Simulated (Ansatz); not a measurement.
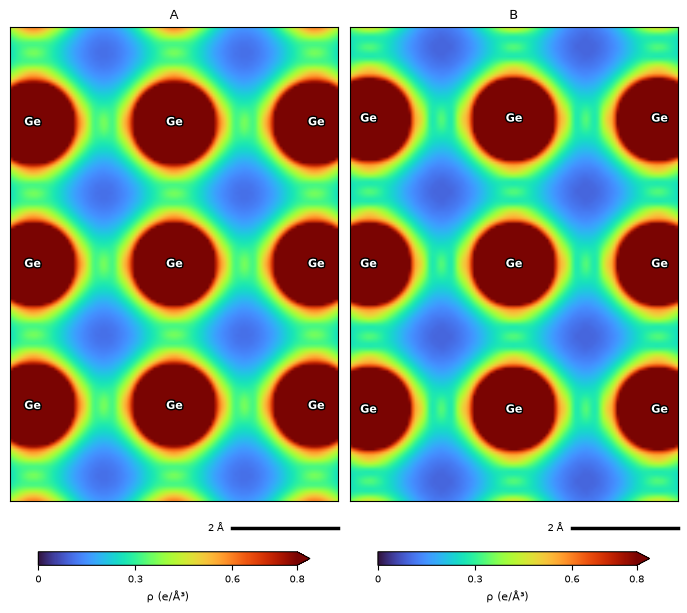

Ge. The valence electron density of two cells that differ in size, on the (100) plane of each (indices in the axes of the calculation cell), at one length scale and on one colour scale; one has 19.0 and the other 20.5 Å³ an atom.

The calculation used DFT, PBEsol, plane waves (420 eV) with PAW, scalar-relativistic in Ansatz.

In a PAW calculation such maps are meaningful between the atoms, not at the nuclei.

The larger cell:

```
Ge
1.0
     2.73799    0.00000    0.00000
     0.00000    2.73799    0.00000
     0.00000    0.00000    2.73799
Ge
1
Cartesian
  0.0000 0.0000 0.0000
```

The smaller cell: a = 2.669 Å, b = 2.669 Å, c = 2.669 Å, α = 90.00°, β = 90.00°, γ = 90.00°.

Q: Which panel shows the smaller cell, and what does the compression change?

A: Panel A is the smaller cell, by 7 % in volume. From the larger cell to the smaller, Ge–Ge goes from 2.74 to 2.67 Å, and the density at its midpoint from 0.33 to 0.36 e/Å³; the pressure goes from −5 to 0.0 GPa.
